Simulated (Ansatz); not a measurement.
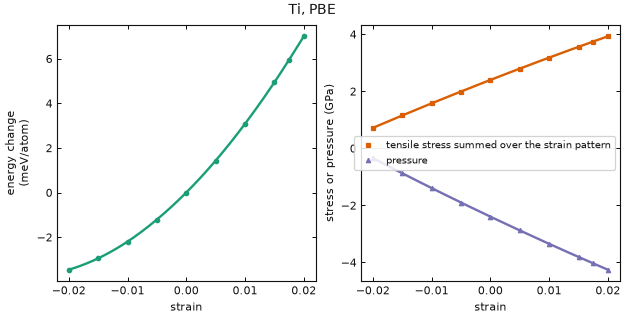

The picture above shows the energy change, tensile stress summed over the strain pattern and pressure against strain for Ti, space group Im-3m (No. 229).

The given structure:
```xyz
1
Lattice="-1.6410 1.6410 1.6410 1.6410 -1.6410 1.6410 1.6410 1.6410 -1.6410" Properties=species:S:1:pos:R:3 pbc="T T T"
Ti    0.0000    0.0000    0.0000
```

How it was computed, with Ansatz 0.2.0: homogeneous strain of a crystal along one Voigt pattern with engineering shear, fractional coordinates fixed, by plane-wave density functional theory with PAW datasets, free energies less that of the undisturbed cell, pressure positive in compression; scalar-relativistic. Level: PBE, no spin polarisation.

wave cutoff 420 eV; k mesh 20×20×20; occupations Gaussian; smearing width 0.15 eV; k shift (0, 0, 0) (mesh steps); start as given; strain pattern (1, 0, 0, 0, 0, 0) (xx yy zz yz xz xy with engineering shear).

Is the starting structure at a minimum along this coordinate?

Answer. No: the energy falls towards negative values, so the start isn't a stationary minimum along this path.

How does the energy change vary with strain?

Answer. It rises from −3.46 meV/atom at strain −0.0200 to 7.00 meV/atom at 0.0200.

Read off the course of the tensile stress summed over the strain pattern.

Answer. It rises from 0.716 GPa at strain −0.0200 to 3.927 GPa at 0.0200.

What does the pressure do across the range?

Answer. It falls from −0.343 GPa at strain −0.0200 to −4.258 GPa at 0.0200.

Which elastic constant follows from the slope of the stress, and how large is it?

Answer. The slope of stress against strain at the start, which at zero pressure is the clamped-ion constant C11, is 80.2 GPa.

Keep in mind: reference crystal is not relaxed.
